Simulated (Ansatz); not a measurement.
**Geometry relaxation, with input and output: Cu (part 2 of 2)**

The same run, continued: Cu (I4/mmm, 2 atoms in the cell); DFT r2SCAN, scalar-relativistic, plane waves, PAW, no spin polarisation (Ansatz 0.2.0); cutoff 500 eV, 18×18×18 k-mesh, Gaussian smearing of 0.1 eV. The structure derives from a Materials Project entry. It belongs to a series of runs on one base structure; here: biaxial strain in the a-b plane, c and atoms relaxed: +2.0 %.

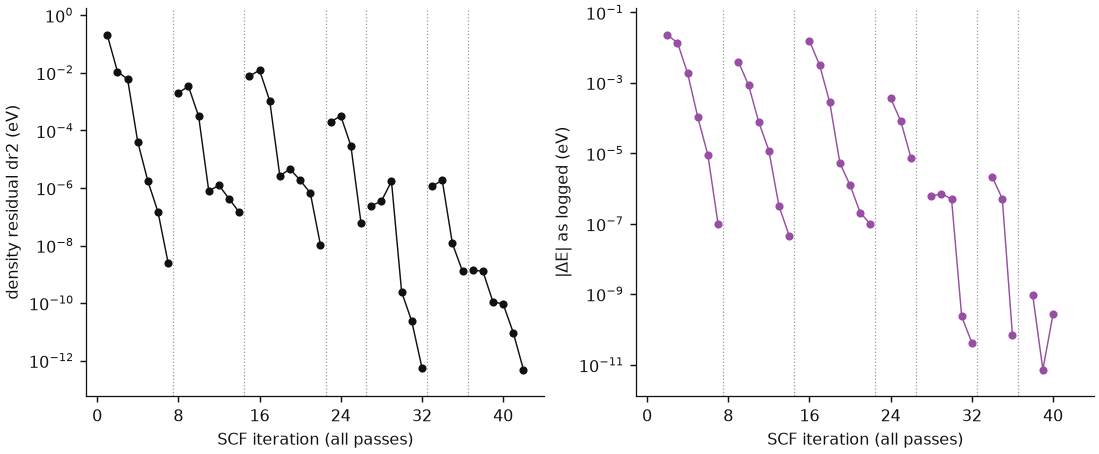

Figure 1. Convergence of the self-consistent field: density residual dr2 and size of the energy change against the SCF iteration. The dotted lines part the SCF passes of the relaxation: geometry steps, rejected trials and re-solves on a re-selected basis. The 7 passes take 4 to 8 iterations each, 42 in all.

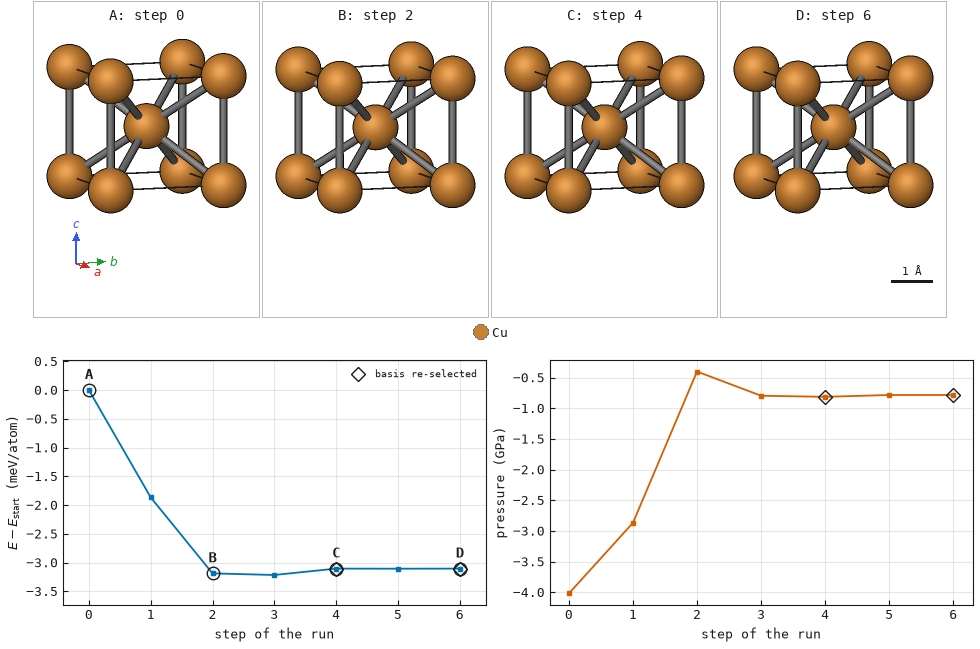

Figure 2. Frames of the relaxation (ball-and-stick view of the cell of the calculation, seen slightly off an axis) above the curves, on which the letters mark them (the first geometry is step 0 here and step 1 in the log).

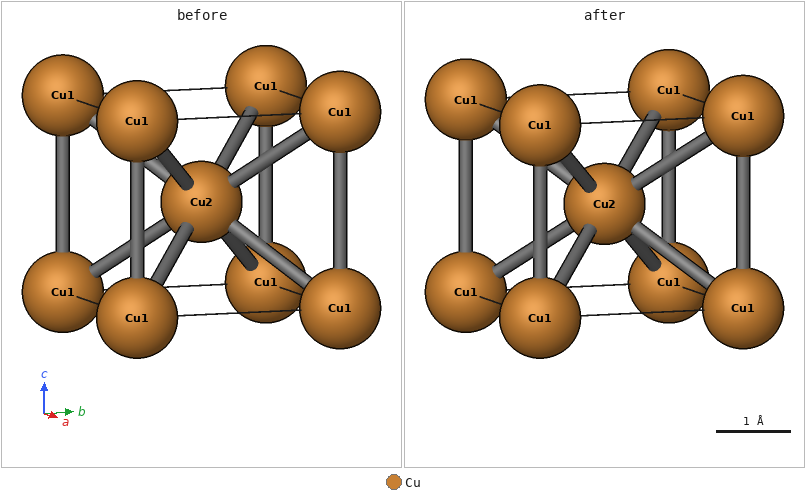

Figure 3. Before (left) and after (right) the relaxation, at one scale (ball-and-stick view of the cell of the calculation, seen slightly off an axis). After 4 geometry steps the energy has fallen by 3.1 meV per atom. All forces vanish by symmetry, so only the cell relaxes. Pressure: −4.02 GPa at the start and −0.78 GPa at the end. 1 further SCF at an unchanged geometry re-selected the plane-wave basis for the new cell. The atoms keep their places relative to the cell (all moves are under 0.005 Å). Cell: a = b stay at 2.953 Å, c 2.706 → 2.649 Å (−2.1 %). Volume −2.1 %. Among the contacts that change: Cu1–Cu1 2.706 → 2.649 Å, Cu1–Cu2 2.488 → 2.473 Å. The space group stays I4/mmm (No. 139). The energy change given includes the shifts at the re-selections in mid-walk, which come without any move. A last SCF at the same geometry on a re-selected plane-wave basis shifts the energy by +0.0 meV per atom. (Atoms are counted from 1 in the order of the input.)

```
basis re-selected at this cell: Δ(F+E_penalty+E_count) = +2.766e-6 eV, ΔP = +0.000 GPa vs the last step (what re-selecting the basis moved, of the pressure what is left beyond the Pulay correction that the steps carried, after the strain that the cell walked since its last selection, with what the two solves' SCF thresholds leave and, on support functions, any second-order correction that the steps lacked; it is no measure of the basis error at this ecutwfc). This SCF's stress stands 1.04e-3 GPa from its target on what of the cell is left free (relax.cell.stress_tol is 1.50e-2 GPa) and its largest allowed force component is 1.28e-29 eV/Å (relax.f_tol is 8.00e-3 eV/Å): within both
SCF converged after 6 iterations
Free energy (F): -13262.403244 eV
Harris-Foulkes:  -13262.403244 eV  (|F-HF|=1.82e-12)
Internal energy: -13262.400145 eV  (E = F + TS)
E sigma→0 (E₀):  -13262.401694 eV
Entropy (-TS):   -0.003099 eV (-1.550 meV/atom)
Fermi energy:    17.053413 eV
--- Per-component energies (eV) ---
  E_band       = -756.891566
  E_kinetic    = 599.851742
  E_local      = -8044.577933  (includes V_loc(G=0)·N_el)
  E_nonlocal   = 791.253119
  E_hartree    = 3555.576725
  E_xc         = -167.665090
  E_vxc        = -249.436427  (∫ρ·V_xc dr)
  E_paw        = -3356.704178  (= ΣΔE_a)
  E_vpaw       = -983.089501  (= ΣTr[D̂ρ^β])
  E_aug_tail   = 0.000317  (compensation charges beyond the density's cutoff)
  E_vtau       = 17.953751  (kinetic-family band-sum trace: ∫τ·v_τ [+ j·A + Jᵃ·Aᵃ] dr)
  E_ewald      = -6639.532630
  E_core_change = -0.602216  (= ΣΔE_core)
  E_smearing   = -0.003099  (= −TS)
  E_closure    = -0.000000  (closes the sum)
  Σ components = -13262.403244   (vs F -13262.403244, Δ=0.00e0)
--- Forces (eV/Å), atoms counted from 1 ---
  atom   1  Cu     0.00000000     0.00000000     0.00000000
  atom   2  Cu     0.00000000     0.00000000     0.00000000
  max |Σ_I F_I| component: 4.93e-28 eV/Å
--- Stress (GPa, compression-positive) ---
       -1.176636      -0.000000      -0.000000
       -0.000000      -1.176636      -0.000000
       -0.000000      -0.000000      -0.001041
  P = ⅓ Tr σ = -0.7848 GPa (-7.848 kbar)
--- Band table (eV; the first three rows and the last of 550) ---
  k-point 0: bands = ["-99.4621", "-99.4328", "-55.3112", "-55.3112", "-55.2978", "-55.2239", "-55.2117", "-55.2117", "7.1368", "12.0421", "12.1379", "13.5020", "13.9634", "13.9634", "14.5213", "15.0121", "15.3975", "15.3975", "15.5253", "24.3468", "24.3468", "28.8442", "30.0944"]
  k-point 1: bands = ["-99.4618", "-99.4329", "-55.3103", "-55.3103", "-55.2984", "-55.2256", "-55.2124", "-55.2124", "7.2100", "12.0678", "12.1644", "13.5179", "13.9543", "13.9543", "14.5414", "14.9941", "15.3498", "15.3498", "15.5107", "24.4727", "24.4727", "28.0317", "30.1281"]
  k-point 2: bands = ["-99.4609", "-99.4333", "-55.3078", "-55.3078", "-55.3001", "-55.2307", "-55.2144", "-55.2144", "7.4283", "12.1442", "12.2394", "13.5652", "13.9289", "13.9289", "14.6006", "14.9400", "15.2163", "15.2163", "15.4673", "24.8402", "24.8402", "26.4008", "30.2302"]
  k-point 549: bands = ["-99.4437", "-99.4437", "-55.2977", "-55.2977", "-55.2673", "-55.2673", "-55.2673", "-55.2673", "12.9621", "12.9621", "12.9621", "12.9621", "13.2091", "13.2091", "14.8635", "14.8635", "15.0798", "15.0798", "23.3637", "23.3637", "24.1478", "24.1478", "24.1478"]
--- Relaxed structure (5 steps of the walk, 5 accepted, 2 SCFs on fresh bases) ---
  F+E_penalty+E_count = -13262.40324406 eV   max|allowed force component| = 1.277e-29 eV/Å   (the final SCF, on the basis selected at the relaxed cell)
  cell:  # Å, volume = 23.1064 Å³
    - [2.9532898596, -1.588034349041262e-129, 0.0]
    - [-1.588034349041262e-129, 2.9532898596, 0.0]
    - [0.0, 0.0, 2.6492380215823887]
  atoms:
    - { symbol: Cu, position: [0.0, 0.0, 0.0] }
    - { symbol: Cu, position: [0.5, 0.5, 0.5000000000000001] }
```

**Trajectory as extended XYZ (Å, eV, eV/Å), 7 frames, from step=1 to step=7**
```
2
Lattice="2.9533 0.0000 0.0000 0.0000 2.9533 0.0000 0.0000 0.0000 2.7058" Properties=species:S:1:pos:R:3:forces:R:3 step=1 energy=-13262.39703 pressure_GPa=-4.02
Cu    0.0000    0.0000    0.0000    0.0000   0.0000   0.0000
Cu    1.4766    1.4766    1.3529    0.0000   0.0000   0.0000
2
Lattice="2.9533 0.0000 0.0000 0.0000 2.9533 0.0000 0.0000 0.0000 2.6848" Properties=species:S:1:pos:R:3:forces:R:3 step=2 energy=-13262.40077 pressure_GPa=-2.87
Cu    0.0000    0.0000    0.0000    0.0000   0.0000   0.0000
Cu    1.4766    1.4766    1.3424    0.0000   0.0000   0.0000
2
Lattice="2.9533 0.0000 0.0000 0.0000 2.9533 0.0000 0.0000 0.0000 2.6434" Properties=species:S:1:pos:R:3:forces:R:3 step=3 energy=-13262.40341 pressure_GPa=-0.40
Cu    0.0000    0.0000    0.0000    0.0000   0.0000   0.0000
Cu    1.4766    1.4766    1.3217    0.0000   0.0000   0.0000
2
Lattice="2.9533 0.0000 0.0000 0.0000 2.9533 0.0000 0.0000 0.0000 2.6497" Properties=species:S:1:pos:R:3:forces:R:3 step=4 energy=-13262.40347 pressure_GPa=-0.80
Cu    0.0000    0.0000    0.0000    0.0000   0.0000   0.0000
Cu    1.4766    1.4766    1.3249    0.0000   0.0000   0.0000
2
Lattice="2.9533 0.0000 0.0000 0.0000 2.9533 0.0000 0.0000 0.0000 2.6497" Properties=species:S:1:pos:R:3:forces:R:3 step=5 energy=-13262.40324 pressure_GPa=-0.81
Cu    0.0000    0.0000    0.0000    0.0000   0.0000   0.0000
Cu    1.4766    1.4766    1.3249    0.0000   0.0000   0.0000
2
Lattice="2.9533 0.0000 0.0000 0.0000 2.9533 0.0000 0.0000 0.0000 2.6492" Properties=species:S:1:pos:R:3:forces:R:3 step=6 energy=-13262.40325 pressure_GPa=-0.78
Cu    0.0000    0.0000    0.0000    0.0000   0.0000   0.0000
Cu    1.4766    1.4766    1.3246    0.0000   0.0000   0.0000
2
Lattice="2.9533 0.0000 0.0000 0.0000 2.9533 0.0000 0.0000 0.0000 2.6492" Properties=species:S:1:pos:R:3:forces:R:3 step=7 energy=-13262.40324 pressure_GPa=-0.78
Cu    0.0000    0.0000    0.0000    0.0000   0.0000   0.0000
Cu    1.4766    1.4766    1.3246    0.0000   0.0000   0.0000
```

This output came from the following input.

**The input**
```yaml
crystal:
  lattice:
    - [2.9532898596, 0.0, 0.0]
    - [0.0, 2.9532898596, 0.0]
    - [0.0, 0.0, 2.7057645119]
  atoms:
    - { symbol: Cu, position: [0.0, 0.0, 0.0] }
    - { symbol: Cu, position: [0.5, 0.5, 0.5] }
basis:
  ecutwfc: 500
kpoints:
  mp_grid: { grid: [18, 18, 18] }
hamiltonian:
  xc: r2scan
scf:
  occupations: { method: gaussian, width: 0.1 }
output:
  forces: true
  stress: true
  eigenvalues: true
relax:
  adjacent_minimum: "off"
  f_tol: 0.008
  max_steps: 40
  cell: { stress_tol: 0.015, fix: [a, b, gamma] }
```

Launch command:
```bash
ansatz run input.yaml --threads 1 --pin off --max-ram 2560MiB --backend cpu --events-out ev --progress --plain --runs-dir out
```

**Summary**

```json
{"quantity": "outcome", "value": "converged"}
{"quantity": "space group (tolerance 0.01 Å)", "value": "I4/mmm (139)"}
{"quantity": "electrons treated", "value": "38"}
{"quantity": "free energy", "value": "−13262.4032 eV"}
{"quantity": "Fermi energy", "value": "17.053 eV"}
{"quantity": "gap on the k-point mesh", "value": "none (metallic)"}
{"quantity": "pressure", "value": "−0.78 GPa"}
{"quantity": "final volume", "value": "23.11 Å³"}
{"quantity": "largest force (length of the vector) at the end", "value": "under 0.001 eV/Å"}
{"quantity": "final cell", "value": "a = 2.953 Å, b = 2.953 Å, c = 2.649 Å, α = 90.00°, β = 90.00°, γ = 90.00°"}
{"quantity": "hardware", "value": "1 thread of Intel Xeon (Sapphire Rapids), 32 GiB of memory available, shared host"}
{"quantity": "wall time", "value": "4.8 min"}
{"quantity": "peak memory", "value": "0.68 GiB"}
```
